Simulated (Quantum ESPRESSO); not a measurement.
**Relaxation of cell and atoms, with input and output: BP**

System: BP (F-43m, 2 atoms in the cell).
Method: Kohn-Sham DFT of a periodic cell, revPBE with D3, PseudoDojo 0.4.1 SR PBE standard, no spin polarisation (Quantum ESPRESSO 7.5).

The structure derives from an entry of the Crystallography Open Database.

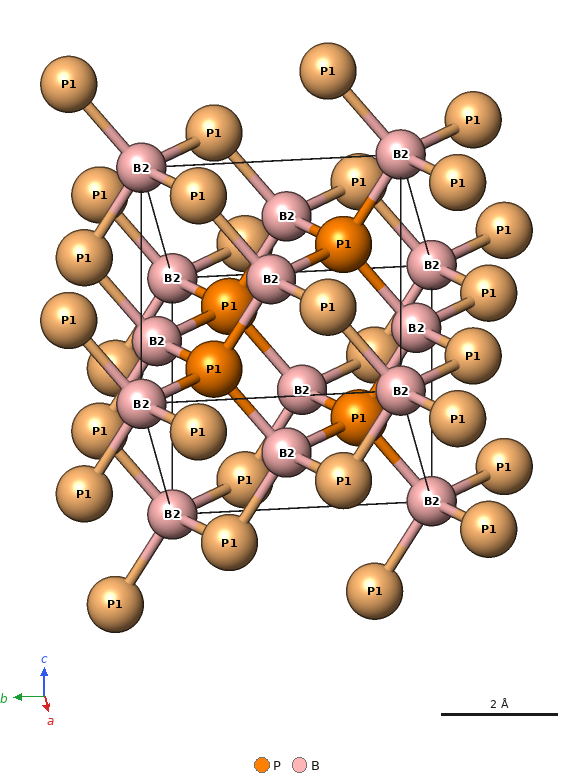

The structure as given in the input (ball-and-stick view of the cell 4 times as large as that of the calculation, set on its symmetry axes, seen at an oblique angle; neighbours outside the cell are drawn fainter; atoms are numbered from 1 in the order of the input). An atom can appear more than once, as a periodic image.

Input:
```python
import numpy as np
from ase.calculators.espresso import Espresso, EspressoProfile
import spglib
from ase import Atoms
from ase.io import read

atoms = read('BP.cif')
cell, pos, num = spglib.standardize_cell((atoms.cell[:], atoms.get_scaled_positions(), atoms.numbers), to_primitive=True, symprec=1e-4)
atoms = Atoms(numbers=num, cell=cell, scaled_positions=pos, pbc=True)

input_data = {
    'control': {'calculation': 'scf', 'prefix': 'pwscf', 'outdir': './tmp', 'tprnfor': True, 'tstress': True, 'disk_io': 'low'},
    'system': {'ecutwfc': 76.0, 'nbnd': 9, 'input_dft': 'revpbe', 'occupations': 'smearing', 'smearing': 'fd', 'degauss': 0.00367493, 'vdw_corr': 'grimme-d3', 'dftd3_version': 3},
    'electrons': {'conv_thr': 4e-10, 'electron_maxstep': 120, 'mixing_beta': 0.5},
}
pseudopotentials = {'B': 'B.upf', 'P': 'P.upf'}
profile = EspressoProfile(command='pw.x', pseudo_dir='pseudo')
dft = Espresso(profile=profile, input_data=input_data, pseudopotentials=pseudopotentials, kpts=(10, 10, 10), koffset=(0, 0, 0))
atoms.calc = dft

from ase.optimize import FIRE
from ase.filters import FrechetCellFilter
done = FIRE(FrechetCellFilter(atoms), trajectory='opt.traj').run(fmax=0.02, steps=30)
print('converged', done)
print('cell (A)', np.round(atoms.cell.cellpar(), 5))
print(f'energy {atoms.get_potential_energy():.8f} eV')
print('forces (eV/A)')
print(np.round(atoms.get_forces(), 6))
print('stress (eV/A^3, Voigt)')
print(np.round(atoms.get_stress(), 8))
print(f'Fermi level {dft.get_fermi_level():.4f} eV')
```

File BP.cif:
```
data_BP
_cell_length_a 4.53800000
_cell_length_b 4.53800000
_cell_length_c 4.53800000
_cell_angle_alpha 90.00000000
_cell_angle_beta 90.00000000
_cell_angle_gamma 90.00000000
_space_group_name_H-M_alt 'F-43m'
_space_group_name_Hall 'F -4 2 3'
_space_group_IT_number 216
loop_
_space_group_symop_operation_xyz
'x,y,z'
'y,-x,-z'
'-x,-y,z'
'-y,x,-z'
'x,-y,-z'
'y,x,z'
'-x,y,-z'
'-y,-x,z'
'z,x,y'
'-z,y,-x'
'z,-x,-y'
'-z,-y,x'
'-z,x,-y'
'z,y,x'
'-z,-x,y'
'z,-y,-x'
'y,z,x'
'-x,-z,y'
'-y,z,-x'
'x,-z,-y'
'-y,-z,x'
'x,z,y'
'y,-z,-x'
'-x,z,-y'
'x,y+1/2,z+1/2'
'y,-x+1/2,-z+1/2'
'-x,-y+1/2,z+1/2'
'-y,x+1/2,-z+1/2'
'x,-y+1/2,-z+1/2'
'y,x+1/2,z+1/2'
'-x,y+1/2,-z+1/2'
'-y,-x+1/2,z+1/2'
'z,x+1/2,y+1/2'
'-z,y+1/2,-x+1/2'
'z,-x+1/2,-y+1/2'
'-z,-y+1/2,x+1/2'
'-z,x+1/2,-y+1/2'
'z,y+1/2,x+1/2'
'-z,-x+1/2,y+1/2'
'z,-y+1/2,-x+1/2'
'y,z+1/2,x+1/2'
'-x,-z+1/2,y+1/2'
'-y,z+1/2,-x+1/2'
'x,-z+1/2,-y+1/2'
'-y,-z+1/2,x+1/2'
'x,z+1/2,y+1/2'
'y,-z+1/2,-x+1/2'
'-x,z+1/2,-y+1/2'
'x+1/2,y,z+1/2'
'y+1/2,-x,-z+1/2'
'-x+1/2,-y,z+1/2'
'-y+1/2,x,-z+1/2'
'x+1/2,-y,-z+1/2'
'y+1/2,x,z+1/2'
'-x+1/2,y,-z+1/2'
'-y+1/2,-x,z+1/2'
'z+1/2,x,y+1/2'
'-z+1/2,y,-x+1/2'
'z+1/2,-x,-y+1/2'
'-z+1/2,-y,x+1/2'
'-z+1/2,x,-y+1/2'
'z+1/2,y,x+1/2'
'-z+1/2,-x,y+1/2'
'z+1/2,-y,-x+1/2'
'y+1/2,z,x+1/2'
'-x+1/2,-z,y+1/2'
'-y+1/2,z,-x+1/2'
'x+1/2,-z,-y+1/2'
'-y+1/2,-z,x+1/2'
'x+1/2,z,y+1/2'
'y+1/2,-z,-x+1/2'
'-x+1/2,z,-y+1/2'
'x+1/2,y+1/2,z'
'y+1/2,-x+1/2,-z'
'-x+1/2,-y+1/2,z'
'-y+1/2,x+1/2,-z'
'x+1/2,-y+1/2,-z'
'y+1/2,x+1/2,z'
'-x+1/2,y+1/2,-z'
'-y+1/2,-x+1/2,z'
'z+1/2,x+1/2,y'
'-z+1/2,y+1/2,-x'
'z+1/2,-x+1/2,-y'
'-z+1/2,-y+1/2,x'
'-z+1/2,x+1/2,-y'
'z+1/2,y+1/2,x'
'-z+1/2,-x+1/2,y'
'z+1/2,-y+1/2,-x'
'y+1/2,z+1/2,x'
'-x+1/2,-z+1/2,y'
'-y+1/2,z+1/2,-x'
'x+1/2,-z+1/2,-y'
'-y+1/2,-z+1/2,x'
'x+1/2,z+1/2,y'
'y+1/2,-z+1/2,-x'
'-x+1/2,z+1/2,-y'
loop_
_atom_site_label
_atom_site_type_symbol
_atom_site_symmetry_multiplicity
_atom_site_Wyckoff_symbol
_atom_site_fract_x
_atom_site_fract_y
_atom_site_fract_z
_atom_site_occupancy
P1 P 4 c 0.2500000000 0.2500000000 0.2500000000 1
B1 B 4 a 0.0000000000 0.0000000000 0.0000000000 1
```

Run on 1 thread of Arm Neoverse V1, 24 GiB of memory available, shared host.

Command:
```bash
OMP_NUM_THREADS=1 python run.py
```

Output:
```
Step          Energy          fmax
FIRE:    0     -270.003217        0.139744
FIRE:    1     -270.003744        0.115294
FIRE:    2     -270.004441        0.070392
FIRE:    3     -270.004828        0.012626
converged True
cell (A) [ 3.19732  3.19732  3.19732 60.      60.      60.     ]
energy -270.00482810 eV
forces (eV/A)
[[ 0. -0.  0.]
 [-0.  0. -0.]]
stress (eV/A^3, Voigt)
[ 0.00109261  0.00109261  0.00109261  0.         -0.         -0.        ]
Fermi level 10.0160 eV
```

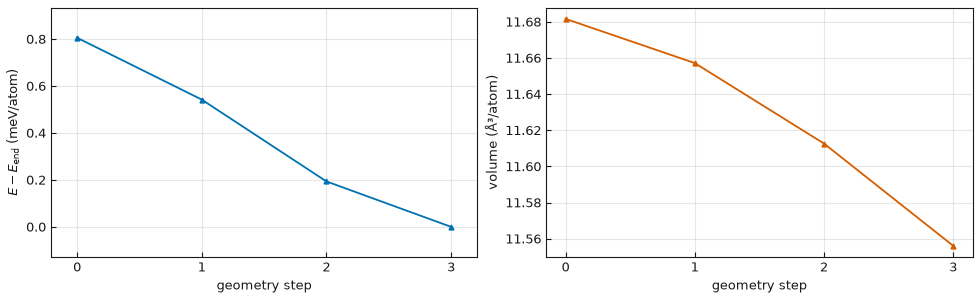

Progress of the relaxation, step by step (steps are counted from 0). Over 3 geometry steps the energy falls by 0.8 meV per atom. All forces vanish by symmetry, so only the cell relaxes. No atom moves by more than 0.005 Å relative to the cell. 

Results in brief:

```csv
quantity,value
outcome,converged
space group (tolerance 0.01 Å),F-43m (216)
electrons treated,8
free energy,−270.0049 eV
Fermi energy,10.016 eV
gap on the k-point mesh,1.28 eV
pressure,−0.18 GPa
final volume,23.11 Å³
largest force (length of the vector) at the end,under 0.001 eV/Å
final cell,"a = 3.197 Å, b = 3.197 Å, c = 3.197 Å, α = 60.00°, β = 60.00°, γ = 60.00°"
wall time,62 s
peak memory,0.09 GiB
```

Remarks:

Further notes kept with the run: potentials made for another functional. Points of doubt noted for this run: potentials made for another functional.
